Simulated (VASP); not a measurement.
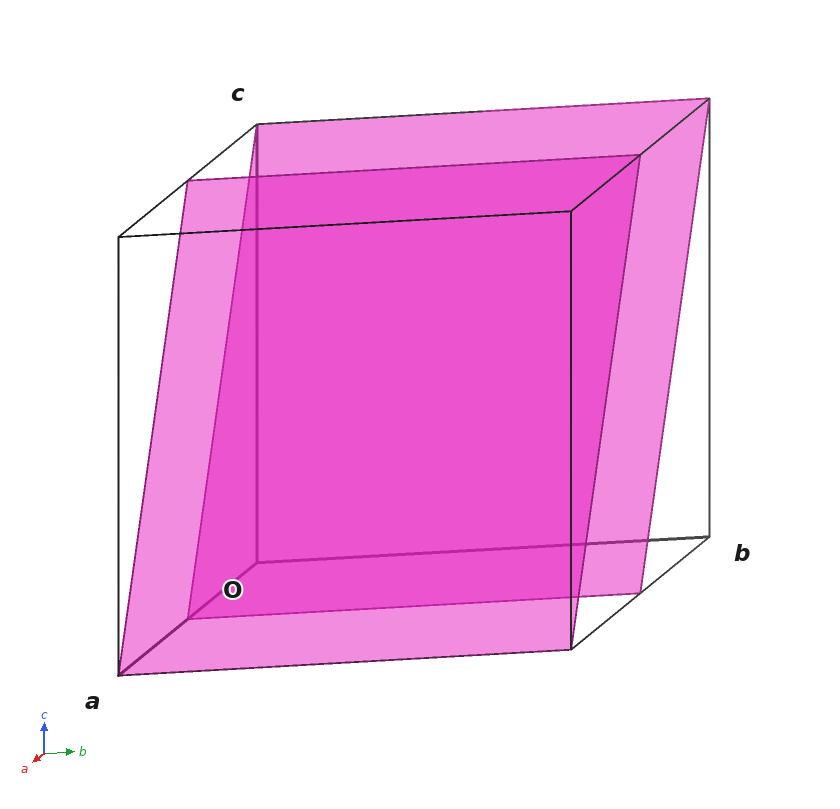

Every member of one family of equally spaced planes, hx + ky + lz = a whole number, that cuts the unit cell is shaded (one member passes through the origin O, touching the cell only at an edge or corner). Crystal: WC, the geometry relaxed with VASP Kohn-Sham DFT of a periodic cell, RPBE with D4, VASP PAW PBE potentials, recommended (VASP). Symmetry computed with spglib at a tolerance of 0.002 Å; standard conventional cell.

a = 2.897 Å, b = 2.897 Å, c = 2.832 Å, α = 90.00°, β = 90.00°, γ = 120.00°.

Question: What are the Miller indices?

Answer: (2 0 1), in four indices (2 0 −2 1); the opposite sign names the same planes. The member next to the origin meets the axes a at 1/2, b never, c at 1.

Question: What is the spacing?

Answer: d = 1.147 Å.
